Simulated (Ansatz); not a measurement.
## Al: geometry relaxation (part 1 of 2)

- system: Al (P6₂22, 3 atoms in the cell)
- method: DFT PBE, scalar-relativistic, plane waves, PAW, no spin polarisation (Ansatz 0.2.0)

The structure was made by a generator, so it may or may not be a known phase. Figures and captions count atoms from 1; the log counts them from 0 in places.

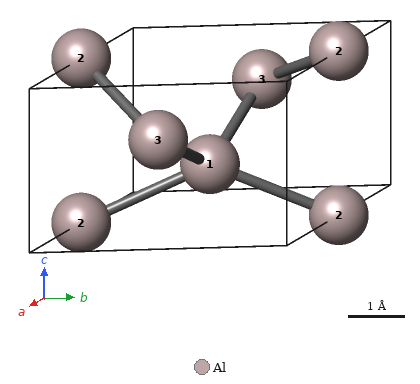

*The starting structure (ball-and-stick view of the cell of the calculation, seen slightly off an axis; atoms are numbered from 1 in the order of the input). An atom can appear more than once, as a periodic image.*

Near neighbours in the periodic cell (some may lie outside the picture): Al has 4 Al at 2.53 Å.

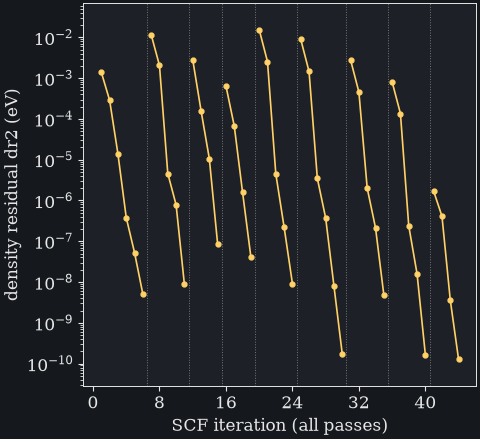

*Convergence of the self-consistent field: density residual dr2 against the SCF iteration. The dotted lines part the SCF passes of the relaxation: geometry steps, rejected trials and re-solves on a re-selected basis.*

The 9 passes take 4 to 6 iterations each, 44 in all.

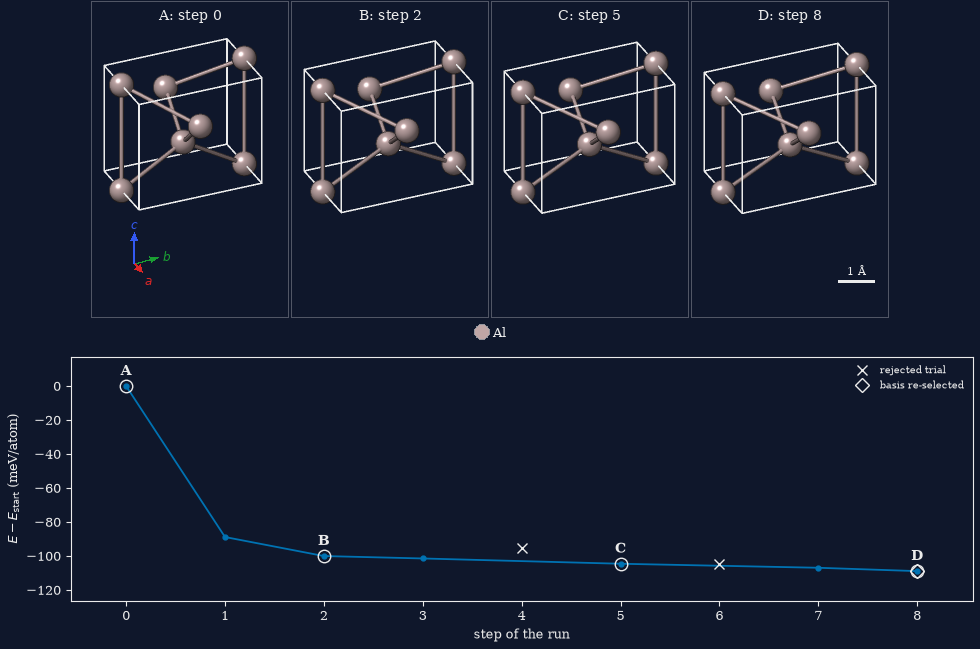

*Frames of the relaxation (ball-and-stick view of the cell of the calculation, seen slightly off an axis) above the curves, on which the letters mark them (the first geometry is step 0 here and step 1 in the log).*

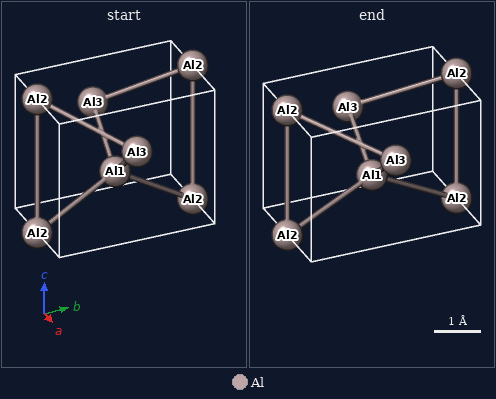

*Before (left) and after (right) the relaxation, at one scale (ball-and-stick view of the cell of the calculation, seen slightly off an axis).*

No atom moves by more than 0.005 Å relative to the cell. The drawn cell changes as follows: a = b 4.632 → 5.044 Å (+8.9 %), c 3.036 → 2.835 Å (−6.6 %); the volume changes by +10.8 %. Among the contacts that change: Al1–Al1 3.036 → 2.835 Å, Al1–Al2 2.527 → 2.693 Å. Among the angles that change: Al2–Al1–Al2 132.8° → 138.9°, Al2–Al1–Al3 75.0° → 71.6°, Al1–Al1–Al2 66.4° → 69.5°. The space group stays P6_222 (No. 180). Over 7 geometry steps the energy falls by 107 meV per atom. All forces vanish by symmetry, so only the cell relaxes. Pressure: 7.99 GPa at the start and 0.04 GPa at the end. The line search rejected the trial steps at points 4, 6 (counted from 0) and went back. A last SCF at the same geometry on a re-selected plane-wave basis shifts the energy by −2.0 meV per atom. (Atoms are counted from 1 in the order of the input.)

The input that produced these results follows, with the program's output.

Input:
```yaml
crystal:
  lattice:
    - [4.63161805, 0.0, 0.0]
    - [-2.31580903, 4.01109889, 0.0]
    - [0.0, 0.0, 3.03643095]
  atoms:
    - { symbol: Al, position: [0.5, 0.5, 0.33333333] }
    - { symbol: Al, position: [0.5, 0.0, 0.0] }
    - { symbol: Al, position: [0.0, 0.5, 0.66666667] }
basis:
  ecutwfc: 420
kpoints:
  mp_grid: { grid: [6, 6, 6] }
hamiltonian:
  xc: pbe
scf:
  occupations: { method: gaussian, width: 0.1 }
  lower_state_search: "off"
output:
  forces: true
  stress: true
  eigenvalues: true
relax:
  adjacent_minimum: "off"
  f_tol: 0.04
  max_steps: 70
  cell: { stress_tol: 0.4 }
```

Command:
```bash
ansatz run input.yaml --threads 1 --pin off --max-ram 2560MiB --backend cpu --events-out ev --progress --plain --runs-dir out
```

Log:
```
Engine: ansatz 0.2.0, aarch64-unknown-linux-gnu
Pseudopotentials: kind: paw
Pseudopotential: Al, paw, valence charge 3, recommended cutoff 420 eV (normal), Al.paw.azcp
Functional definition: PBE
  parameter kappa = 0.804
  parameter beta = 0.06672455060314922
  exchange = pbe_x(kappa = kappa, mu = beta*pi^2/3)
  correlation = pbe_c(beta = beta)
Crystal: 3 atoms, lattice volume = 56.410 Å³
Basis set: ecut = 420 eV, 1121 PW (Γ), exchange–correlation on 64×64×48 points (8 copies of the dense FFT grid, shifted against one another)
Bands: 9, of which v1, the nominal top of the filled ones, is band 5 counted from 1 (4 counted from 0)
Symmetry: 12 space group operations
Space group: P6222 (ITA 180), of the structure as read, at distance tolerance 3.8e-5 Å
k-points: 28 of 216 (time reversal used)
Non-local potential: Al, projectors of the file, l = 0: 2, l = 1: 2, l = 2: 1
PAW form: soft (Blöchl's): semilocal exchange-correlation on the pseudo side does not see the compensation charge
PAW one-centre angular grid: Al, 110 points (default); XC on 64 Gauss nodes
Initial density: superposition of atomic densities (neutral atoms: chi_scale 0, normalization atom), corrected by the library's trained network
Initial wavefunctions: pseudopotential atomic-orbital guess
Functional: x = pbe(κ = 0.804, μ = 0.2195149727645171), c = pbe(β = 0.06672455060314922)
SCF iter   1: F=—  HF=-1611.243112 eV  |F-HF|=—  |Δ(HF+E_count)|=         —  Δρ=1.59e-3  dr2=1.40e-3  ethr=1.77e-3  ⟨swp⟩=6.1  Hψ=2063  notcnv=0
preconditioner: auto → none  [insulator: Δε(μ)=0.118 eV  Ē_g=7.455 eV  σ=0.100 eV  W_gap=0.58  n_scr=6 (ndim 8)  ℏωp=14.8 eV  f_vac=0.000  D(μ)=0.73/eV (n_scr^D=0)  ε∞_Penn≈5.0]
SCF iter   2: F=—  HF=-1611.243463 eV  |F-HF|=—  |Δ(HF+E_count)|=   3.51e-4  Δρ=8.09e-4  dr2=2.87e-4  ethr=1.56e-5  ⟨swp⟩=1.8  Hψ=529  notcnv=0
SCF iter   3: F=—  HF=-1611.243610 eV  |F-HF|=—  |Δ(HF+E_count)|=   1.47e-4  Δρ=1.33e-4  dr2=1.39e-5  ethr=3.18e-6  ⟨swp⟩=1.7  Hψ=278  notcnv=0
SCF iter   4: F=—  HF=-1611.243505 eV  |F-HF|=—  |Δ(HF+E_count)|=   1.05e-4  Δρ=2.20e-5  dr2=3.80e-7  ethr=1.54e-7  ⟨swp⟩=2.4  Hψ=355  notcnv=0
iter 5 did not close the SCF: its close was put off for the readings that it lacked (scf_convergence_deferred on its scf_iter line)
SCF iter   5: F=-1611.243505 eV  HF=-1611.243505 eV  |F-HF|=2.94e-8  |Δ(HF+E_count)|=   1.58e-8  Δρ=7.06e-6  dr2=5.25e-8  ethr=4.22e-9  ⟨swp⟩=2.2  Hψ=361  notcnv=0
SCF iter   6: F=-1611.243505 eV  HF=-1611.243505 eV  |F-HF|=2.74e-9  |Δ(HF+E_count)|=   1.60e-8  Δρ=2.20e-6  dr2=5.06e-9  ethr=5.83e-10  ⟨swp⟩=3.8  Hψ=1110  notcnv=0
SCF 1 converged in 6 iterations: F = -1611.243505 eV  dr2 = 5.06e-9
  greatest PAW one-centre occupation: 0.479 electrons in one spin orbital (limit 2), on the Al atom at site 1 (counted from 0), in its partial waves of l = 0
relax step   1: F+E_penalty+E_count = -1611.24350499 eV  Δ(F+E_penalty+E_count) = +0.000e0 eV  max|allowed force component| = 1.744e-17 eV/Å  Δτ_max = 0.0000 Å  P = +7.991 GPa  Ω = 56.410 Å³  (6 SCF iters, dr2 threshold 1.00e-7 eV, accepted)
Crystal: 3 atoms, lattice volume = 59.497 Å³
Basis set: ecut = 420 eV, 1155 PW (Γ), exchange–correlation on 64×64×48 points (8 copies of the dense FFT grid, shifted against one another)
Initial density: handed on by an earlier stage of this run
Initial wavefunctions: those handed on with the density
iter 1 solved again at ethr=1.28e-4 eV; its pass at ethr=3.10e-3 eV (dr2=1.15e-2 eV) is discarded
SCF iter   1: F=—  HF=-1611.514323 eV  |F-HF|=—  |Δ(HF+E_count)|=         —  Δρ=4.21e-3  dr2=1.17e-2  ethr=1.28e-4  ⟨swp⟩=1.0  Hψ=2290  notcnv=0
preconditioner: auto → none  [metal: Δε(μ)=0.035 eV  Ē_g=7.295 eV  σ=0.100 eV  W_gap=0.19  n_scr=6 (ndim 8)  ℏωp=14.4 eV  f_vac=0.000  D(μ)=1.94/eV (n_scr^D=8)]
SCF iter   2: F=—  HF=-1611.510744 eV  |F-HF|=—  |Δ(HF+E_count)|=   3.58e-3  Δρ=1.80e-3  dr2=2.05e-3  ethr=1.28e-4  ⟨swp⟩=1.0  Hψ=252  notcnv=0
SCF iter   3: F=—  HF=-1611.509968 eV  |F-HF|=—  |Δ(HF+E_count)|=   7.76e-4  Δρ=9.67e-5  dr2=4.58e-6  ethr=2.28e-5  ⟨swp⟩=1.8  Hψ=347  notcnv=0
SCF iter   4: F=—  HF=-1611.509907 eV  |F-HF|=—  |Δ(HF+E_count)|=   6.11e-5  Δρ=2.07e-5  dr2=7.85e-7  ethr=3.33e-9  ⟨swp⟩=7.0  Hψ=1573  notcnv=0
SCF iter   5: F=-1611.509906 eV  HF=-1611.509906 eV  |F-HF|=2.08e-9  |Δ(HF+E_count)|=   2.73e-7  Δρ=3.41e-6  dr2=8.74e-9  ethr=3.33e-9  ⟨swp⟩=4.3  Hψ=856  notcnv=0
SCF 2 converged in 5 iterations: F = -1611.509906 eV  dr2 = 8.74e-9
  greatest PAW one-centre occupation: 0.476 electrons in one spin orbital (limit 2), on the Al atom at site 1 (counted from 0), in its partial waves of l = 0
relax step   2: F+E_penalty+E_count = -1611.50990645 eV  Δ(F+E_penalty+E_count) = -2.664e-1 eV  max|allowed force component| = 6.168e-18 eV/Å  Δτ_max = 0.0000 Å  P = +3.059 GPa  Ω = 59.497 Å³  energy of the carried Pulay correction = -9.016e-4 eV  (5 SCF iters, dr2 threshold 3.00e-7 eV, accepted)
Crystal: 3 atoms, lattice volume = 61.885 Å³
Basis set: ecut = 420 eV, 1227 PW (Γ), exchange–correlation on 64×64×48 points (8 copies of the dense FFT grid, shifted against one another)
iter 1 solved again at ethr=3.24e-5 eV; its pass at ethr=3.10e-3 eV (dr2=2.91e-3 eV) is discarded
SCF iter   1: F=—  HF=-1611.544851 eV  |F-HF|=—  |Δ(HF+E_count)|=         —  Δρ=1.56e-3  dr2=2.87e-3  ethr=3.24e-5  ⟨swp⟩=1.0  Hψ=2181  notcnv=0
preconditioner: auto → none  [metal: Δε(μ)=0.033 eV  Ē_g=7.134 eV  σ=0.100 eV  W_gap=0.18  n_scr=6 (ndim 8)  ℏωp=14.2 eV  f_vac=0.000  D(μ)=2.09/eV (n_scr^D=8)]
SCF iter   2: F=—  HF=-1611.543606 eV  |F-HF|=—  |Δ(HF+E_count)|=   1.24e-3  Δρ=4.91e-4  dr2=1.61e-4  ethr=3.19e-5  ⟨swp⟩=2.2  Hψ=368  notcnv=0
SCF iter   3: F=—  HF=-1611.543485 eV  |F-HF|=—  |Δ(HF+E_count)|=   1.22e-4  Δρ=1.34e-4  dr2=1.06e-5  ethr=1.79e-6  ⟨swp⟩=1.3  Hψ=275  notcnv=0
SCF iter   4: F=-1611.543475 eV  HF=-1611.543475 eV  |F-HF|=2.42e-10  |Δ(HF+E_count)|=   9.28e-6  Δρ=1.15e-5  dr2=8.52e-8  ethr=3.33e-9  ⟨swp⟩=4.0  Hψ=1437  notcnv=0
SCF 3 converged in 4 iterations: F = -1611.543475 eV  dr2 = 8.52e-8
  greatest PAW one-centre occupation: 0.474 electrons in one spin orbital (limit 2), on the Al atom at site 2 (counted from 0), in its partial waves of l = 0
relax step   3: F+E_penalty+E_count = -1611.54347523 eV  Δ(F+E_penalty+E_count) = -3.357e-2 eV  max|allowed force component| = 1.176e-17 eV/Å  Δτ_max = 0.0000 Å  P = +0.493 GPa  Ω = 61.885 Å³  energy of the carried Pulay correction = -1.515e-3 eV  (4 SCF iters, dr2 threshold 3.00e-7 eV, accepted)
Crystal: 3 atoms, lattice volume = 62.333 Å³
Basis set: ecut = 420 eV, 1251 PW (Γ), exchange–correlation on 64×64×48 points (8 copies of the dense FFT grid, shifted against one another)
iter 1 solved again at ethr=6.67e-6 eV; its pass at ethr=3.10e-3 eV (dr2=6.00e-4 eV) is discarded
SCF iter   1: F=—  HF=-1611.547942 eV  |F-HF|=—  |Δ(HF+E_count)|=         —  Δρ=8.42e-4  dr2=6.47e-4  ethr=6.67e-6  ⟨swp⟩=2.6  Hψ=2123  notcnv=0
preconditioner: auto → none  [metal: Δε(μ)=0.057 eV  Ē_g=7.134 eV  σ=0.100 eV  W_gap=0.31  n_scr=6 (ndim 8)  ℏωp=14.1 eV  f_vac=0.000  D(μ)=3.03/eV (n_scr^D=32)]
SCF iter   2: F=—  HF=-1611.547752 eV  |F-HF|=—  |Δ(HF+E_count)|=   1.91e-4  Δρ=3.09e-4  dr2=6.73e-5  ethr=6.67e-6  ⟨swp⟩=1.8  Hψ=332  notcnv=0
SCF iter   3: F=—  HF=-1611.547758 eV  |F-HF|=—  |Δ(HF+E_count)|=   6.73e-6  Δρ=5.02e-5  dr2=1.59e-6  ethr=7.48e-7  ⟨swp⟩=1.2  Hψ=274  notcnv=0
SCF iter   4: F=-1611.547758 eV  HF=-1611.547758 eV  |F-HF|=1.55e-8  |Δ(HF+E_count)|=   5.46e-8  Δρ=8.74e-6  dr2=4.13e-8  ethr=3.33e-9  ⟨swp⟩=5.5  Hψ=1370  notcnv=0
SCF 4 converged in 4 iterations: F = -1611.547758 eV  dr2 = 4.13e-8
relax step   4: F+E_penalty+E_count = -1611.54775844 eV  Δ(F+E_penalty+E_count) = -4.283e-3 eV  max|allowed force component| = 1.397e-17 eV/Å  Δτ_max = 0.0000 Å  P = +0.049 GPa  Ω = 62.333 Å³  energy of the carried Pulay correction = -1.638e-3 eV  (4 SCF iters, dr2 threshold 3.00e-7 eV, accepted)
Crystal: 3 atoms, lattice volume = 63.491 Å³
Basis set: ecut = 420 eV, 1275 PW (Γ), exchange–correlation on 64×64×48 points (8 copies of the dense FFT grid, shifted against one another)
iter 1 solved again at ethr=1.57e-4 eV; its pass at ethr=3.10e-3 eV (dr2=1.41e-2 eV) is discarded
SCF iter   1: F=—  HF=-1611.533294 eV  |F-HF|=—  |Δ(HF+E_count)|=         —  Δρ=4.50e-3  dr2=1.55e-2  ethr=1.57e-4  ⟨swp⟩=1.0  Hψ=2311  notcnv=0
preconditioner: auto → none  [metal: Δε(μ)=0.174 eV  Ē_g=7.103 eV  σ=0.100 eV  W_gap=0.49  n_scr=6 (ndim 8)  ℏωp=14.0 eV  f_vac=0.000  D(μ)=1.13/eV (n_scr^D=6)]
SCF iter   2: F=—  HF=-1611.529474 eV  |F-HF|=—  |Δ(HF+E_count)|=   3.82e-3  Δρ=1.85e-3  dr2=2.55e-3  ethr=1.57e-4  ⟨swp⟩=1.0  Hψ=252  notcnv=0
SCF iter   3: F=—  HF=-1611.528805 eV  |F-HF|=—  |Δ(HF+E_count)|=   6.69e-4  Δρ=9.64e-5  dr2=4.52e-6  ethr=2.83e-5  ⟨swp⟩=1.8  Hψ=328  notcnv=0
SCF iter   4: F=—  HF=-1611.528979 eV  |F-HF|=—  |Δ(HF+E_count)|=   1.74e-4  Δρ=1.38e-5  dr2=2.22e-7  ethr=3.33e-9  ⟨swp⟩=7.1  Hψ=1635  notcnv=0
SCF iter   5: F=-1611.528979 eV  HF=-1611.528979 eV  |F-HF|=4.82e-9  |Δ(HF+E_count)|=   7.06e-8  Δρ=2.34e-6  dr2=9.19e-9  ethr=2.47e-9  ⟨swp⟩=2.5  Hψ=872  notcnv=0
SCF 5 converged in 5 iterations: F = -1611.528979 eV  dr2 = 9.19e-9
  greatest PAW one-centre occupation: 0.472 electrons in one spin orbital (limit 2), on the Al atom at site 2 (counted from 0), in its partial waves of l = 0
relax step   5: F+E_penalty+E_count = -1611.52897901 eV  Δ(F+E_penalty+E_count) = +1.878e-2 eV  max|allowed force component| = 5.132e-18 eV/Å  Δτ_max = 0.0000 Å  P = -0.862 GPa  Ω = 63.491 Å³  energy of the carried Pulay correction = -2.012e-3 eV  (5 SCF iters, dr2 threshold 3.00e-7 eV, rejected (line search))
Crystal: 3 atoms, lattice volume = 62.527 Å³
Basis set: ecut = 420 eV, 1263 PW (Γ), exchange–correlation on 64×64×48 points (8 copies of the dense FFT grid, shifted against one another)
iter 1 solved again at ethr=1.04e-4 eV; its pass at ethr=3.10e-3 eV (dr2=9.33e-3 eV) is discarded
```
